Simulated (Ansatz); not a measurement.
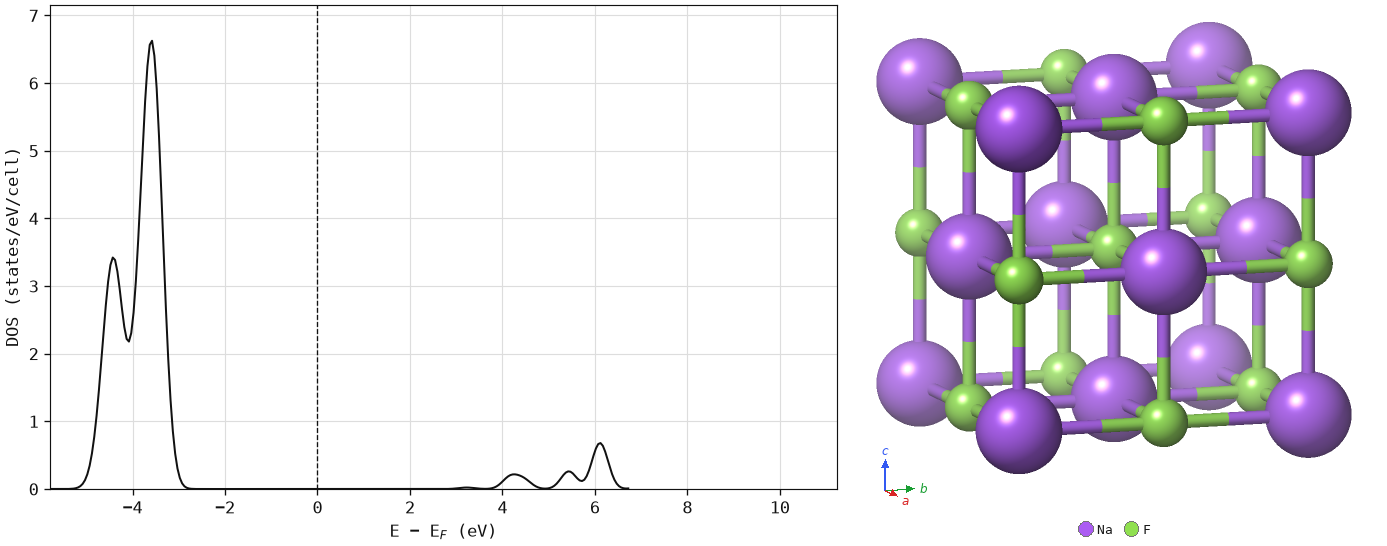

Density of states, beside the structure. Energies are counted from the Fermi level, put mid-gap where there is a gap. The curve is built from the levels of the k mesh with Gaussians 0.4 eV wide, which also blur the band edges.

Calculation on NaF, space group Fm-3m (No. 225), 2 atoms in the cell; a = 3.25 Å, b = 3.25 Å, c = 3.25 Å, α = 60.00°, β = 60.00°, γ = 60.00°.

Computed with Ansatz: DFT, PBE, plane waves, PAW, no spin polarisation, 6×6×6 k mesh, 420 eV cutoff.

Question: Is there a gap at the Fermi level, and how wide?

Answer: There is a gap; over the k points computed it is 6.46 eV (direct among those points).

Question: How wide is the upper valence band?

Answer: The upper group of valence states starts about 1.6 eV under the valence-band top (which lies at −3.2 eV on this axis), with a gap beneath it; it holds about 6 electrons a cell.

Question: Where is the tallest peak of the filled states in the window?

Answer: Within the window shown, the tallest peak of the filled states lies 0.3 eV under the valence-band top, at about 6.6 states per eV and cell.
